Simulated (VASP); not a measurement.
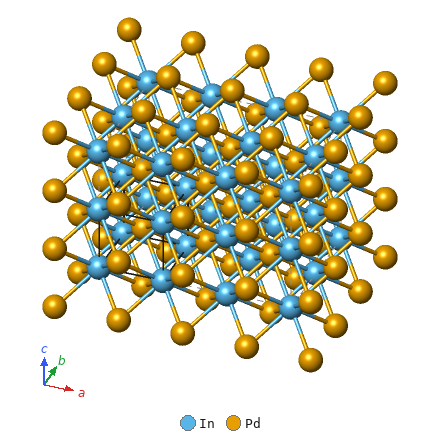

The compound is InPd (space group Pm-3m, No. 221), taken as the end point of a relaxation with VASP Kohn-Sham DFT of a periodic cell, revPBE with D3(BJ), VASP PAW PBE potentials, recommended (VASP 6.6.1).

Bonds are taken as In–Pd below 3.2 Å. Atoms with one bond or none are removed and atoms with two bonds are replaced by edges, until no such atom is left.

What kind of net remains, and which atoms are its nodes?

A uninodal 8-connected, three-periodic net: In and Pd are 8-connected nodes.

Does the net have a name?

It is the bcu net, known from CsCl and the body-centred cubic metals.

Is the net interpenetrated?

It is a single net, without interpenetration.

How many nodes does the smallest cycle have?

Four.
